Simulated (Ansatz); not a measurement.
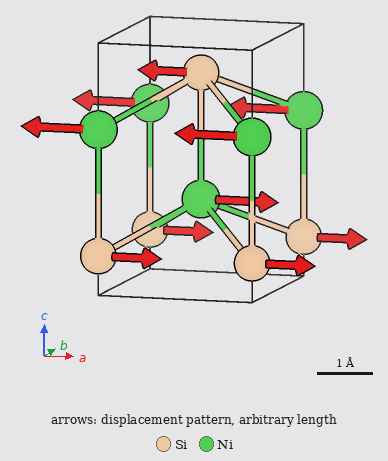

Normal modes of a crystal of SiNi relaxed at 8 GPa, space group Pmmn (No. 59), at the zone centre. The optical levels lie at 184, 202, 258, 259, 285, 292, 347, 388, 422 cm⁻¹. One mode is drawn. The red arrows are the displacements of the atoms (eigenvector over the root of the mass), of arbitrary overall length and sign. A ball-and-stick model of the cell of the calculation, seen slightly off an axis.

Computed with DFT PBE, scalar-relativistic, plane waves, PAW in Ansatz 0.2.0. Set-up: plane-wave cutoff 420 eV; k-point mesh 14 × 12 × 10; occupations fermi dirac; smearing width 0.15 eV; target pressure 8 GPa; no spin polarisation.

The frequencies depend somewhat on the k-mesh and the smearing.

Which of these frequencies is the drawn mode's?

The level at 184 cm⁻¹. This is the B₂g mode, the lowest optical level, Raman-active by symmetry. All motion is along a; atoms of one kind move against one another, with no net shift of any sublattice; it mainly bends the Ni–Si bonds; the kinetic energy is shared as Ni 77 %, Si 23 %.

Limits of the set-up: an element that often carries a moment was run without spin polarisation.
